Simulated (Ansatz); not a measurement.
# SnO₂: what the fields show

```
CELL_PARAMETERS angstrom
3.47001 0.00000 0.00000
0.00000 3.47001 0.00000
0.00000 0.00000 5.14525
ATOMIC_POSITIONS crystal
Sn 0.00000 0.00000 0.00000
O 0.50000 0.50000 0.14773
O 0.50000 0.50000 0.85227
```

Space group P4/mmm; a structure generated by program, which may or may not match a known phase.

The calculation used Ansatz, DFT PBE, scalar-relativistic, plane waves, PAW.

Core electrons are frozen (PAW), and the valence fields are smoothed inside the atomic spheres.

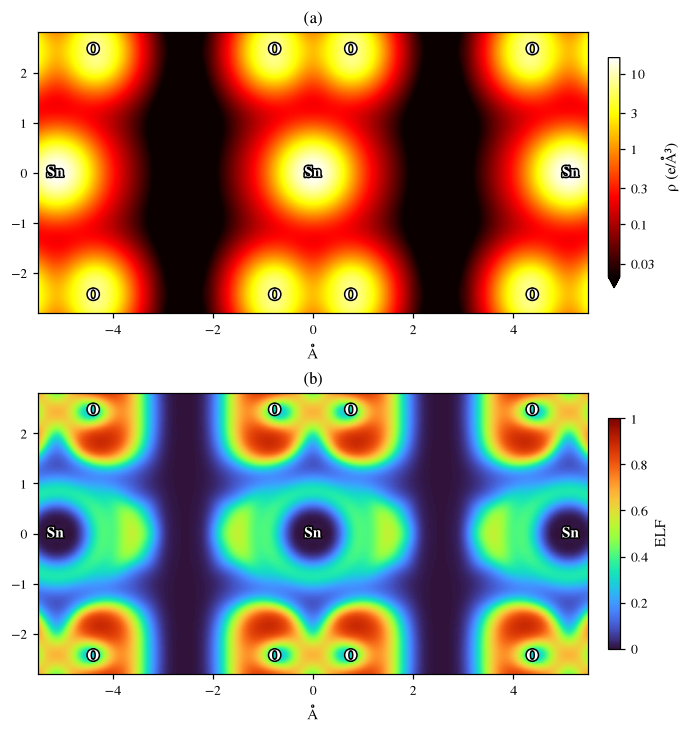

Figure 1. (a) valence charge density (pseudo); (b) ELF on the (11̄0) plane of the conventional cell.

### Interpret the plot.

The plane passes through Sn and O nuclei. O–O (1.52 Å): ρ at the midpoint is about 1.6 e/Å³; the ELF peaks at about 0.65 between the atoms. Sn–O (2.57 Å): ρ is about 0.24 e/Å³ halfway; the ELF is about 0.15 at the midpoint: no localised pair shows between them. Between the atoms the lowest density in this plane is 0.004 e/Å³.

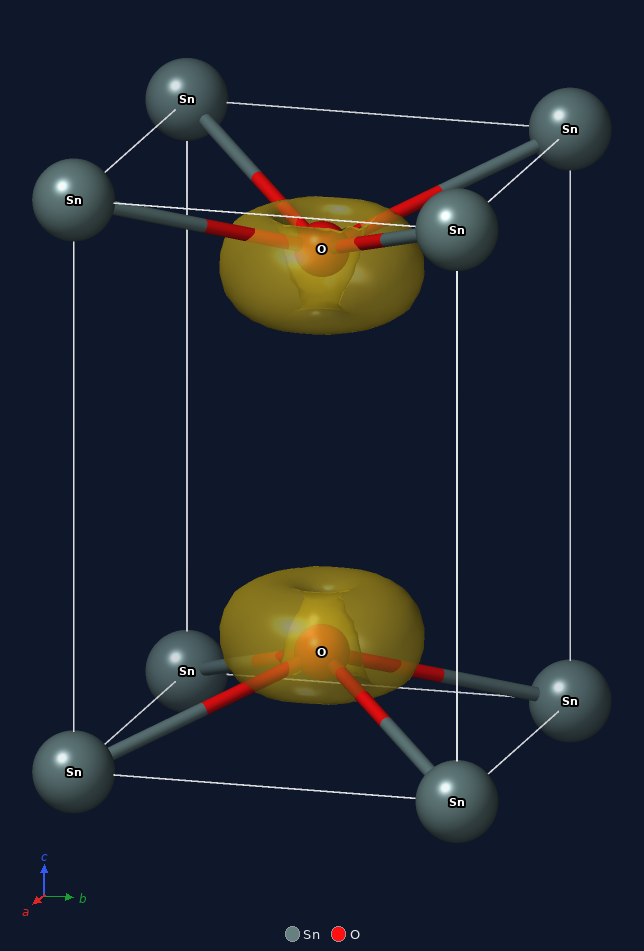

Figure 2. Isosurface of the ELF at 0.75 (yellow), seen slightly off an axis. Core shells and regions of very low density are left out. Sticks mark near contacts.

### Identify the bonds, lone pairs and shells in this picture.

The ELF exceeds this value in two regions wrapped around O (the valence shell of each), counted in one cell of 3 atoms. Any copies at cell faces, edges or corners count once.

### Does the calculation make it a metal, or give it a gap?

It is gapped, with a Kohn–Sham gap of 0.65 eV on the k-point mesh, an upper bound to the gap of this method.
